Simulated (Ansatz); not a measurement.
```yaml
crystal:
  lattice:
    - [4.20786, 0.00000, 0.00000]
    - [0.00000, 4.20786, 0.00000]
    - [0.00000, 0.00000, 4.20786]
  atoms:
    - { symbol: Ta, position: [0.00000, 0.00000, 0.00000] }
    - { symbol: Ta, position: [0.50000, 0.50000, 0.00000] }
    - { symbol: Ta, position: [0.50000, 0.00000, 0.50000] }
    - { symbol: Ta, position: [0.00000, 0.50000, 0.50000] }
```

Space group Fm-3m; computed without spin polarisation.

Level of theory: Ansatz, DFT r2SCAN, scalar-relativistic, plane waves, PAW.

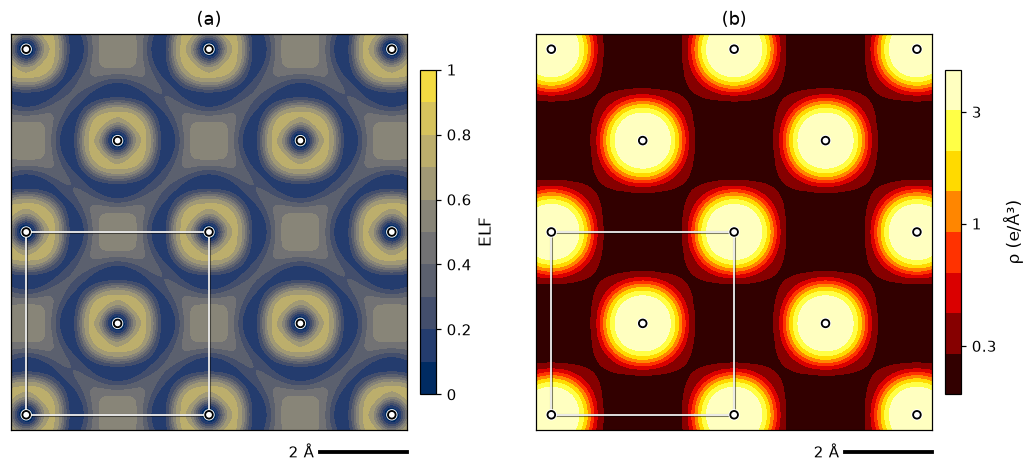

Ta. (a) electron localisation function; (b) valence pseudo-density on the (100) plane of the conventional cell. Circles mark the nuclei in the plane (Ta).

The density is the valence pseudo-density of a PAW calculation; it isn't the true density close to the nuclei.

What does the map show?

The section cuts through Ta sites.
Ta–Ta (2.98 Å): ρ is about 0.27 e/Å³ halfway; the ELF is about 0.30 at the midpoint: no shared electron pair shows on this line.
Between the atoms the lowest density in this plane is 0.19 e/Å³.
The features right at Ta lie inside the PAW spheres, where the map follows smoothed inner orbitals and isn't to be read closely.
